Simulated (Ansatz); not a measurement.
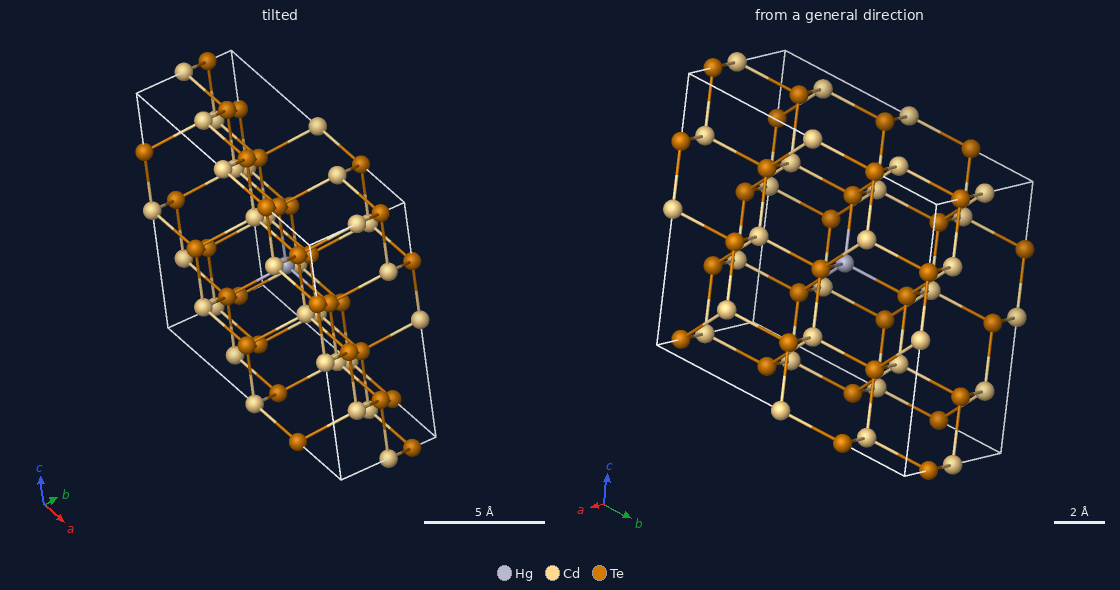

The figure gives a ball-and-stick picture of the atoms, viewed slightly off an axis and from a general direction. Thin lines show the supercell, with boundary atoms drawn in all their periodic places. The host is CdTe, in a cell of 32 sites, and the cell is neutral.

> Identify the point defect.

Mercury on a cadmium site (a substitutional impurity). It is bonded to four Te in a tetrahedral arrangement at about 2.8 Å.

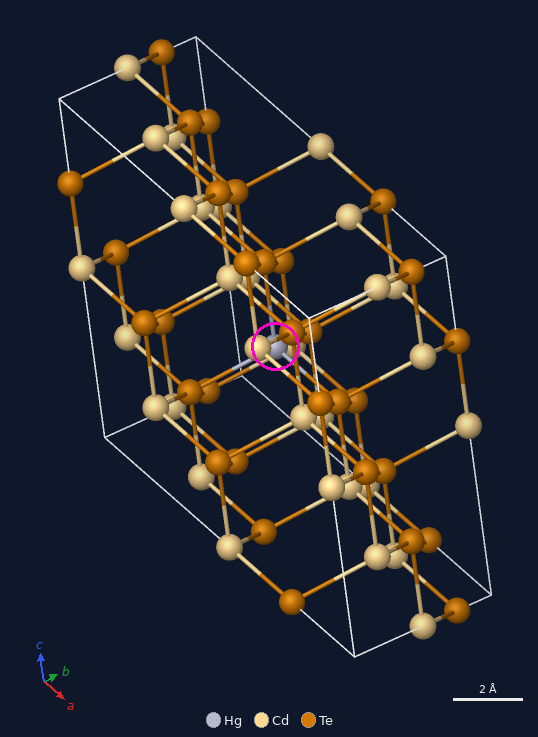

The same cell with a ring at the defect's site.

The atoms were relaxed in the host's cell with DFT PBEsol, scalar-relativistic, plane waves, PAW in Ansatz 0.2.0.
